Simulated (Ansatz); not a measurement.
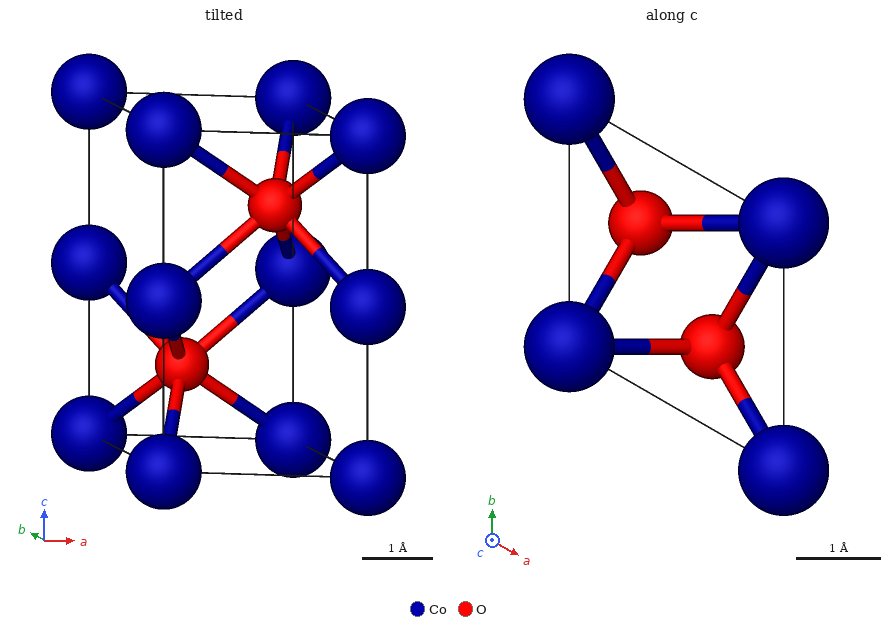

The image is a ball-and-stick drawing of a crystal, viewed slightly off an axis and along the c axis. The frame is the unit cell; atoms at its boundary are shown with their periodic copies. Cell: a = 2.97 Å, b = 2.97 Å, c = 5.02 Å, α = 90.00°, β = 90.00°, γ = 120.00°.

It derives from a structure type filled with these elements by a generator (whether the compound takes this form wasn't checked). Earlier steps of the study, as a rule a relaxation of our own, may have changed the cell and positions, so they can lie some per cent off the listed ones. Ansatz was used for an electronic-structure calculation on it.

> State composition, symmetry and coordination.

The structure is one of CoO. Strictly the space group is P-3m1 (No. 164, within 0.01 Å). It is a distorted form of a primitive hexagonal structure, space group P6_3/mmc (No. 194) within 0.25 Å: nickel arsenide (NiAs) type. One cell contains 2 Co, 2 O, 4 atoms in all. Co is linked to six O in an octahedral arrangement at about 2.1 Å. About every O there are six Co in a distorted trigonal prismatic arrangement at about 2.1 Å. Not all metal-metal contacts are counted. The bonds build a three-dimensional framework.

Results below were computed with DFT PBE+U, scalar-relativistic, plane waves, PAW (Ansatz); the settings were plane-wave cutoff 420 eV, a 12×12×6 mesh of k-points, Gaussian smearing of 0.05 eV, U_eff = 3.30 eV on Co d, collinear spins.

> Which atoms carry magnetic moments in this run, and how do they order?

The state reached is antiferromagnetic. Sizes: Co 2.5 μB; net moment 0.0 μB in the run's cell of 4 atoms.

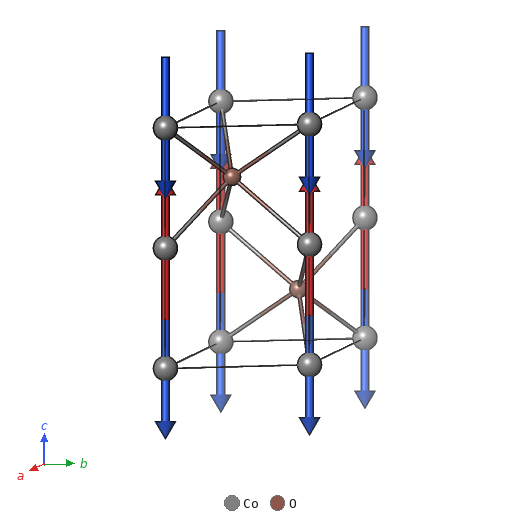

Site moments above 0.25 μB as arrows, small induced ones on non-metal atoms left out (red along the largest or up, blue against, purple across). The run's cell of 4 atoms is drawn.

> What is the electronic character?

A semiconductor at this level, with a gap of 1.65 eV on the k-mesh.

> Is this an equilibrium geometry for the method given?

No. The largest force is 0.35 eV/Å, on O. The pressure is 9.1 GPa, so the cell would expand. The stress isn't hydrostatic: its largest component is 16.3 GPa.

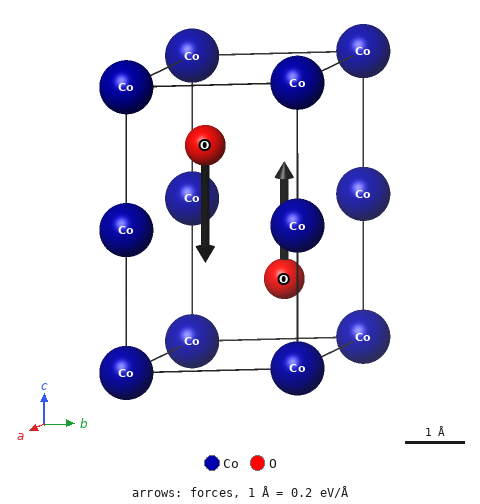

The forces as arrows. The run's cell of 4 atoms is drawn.
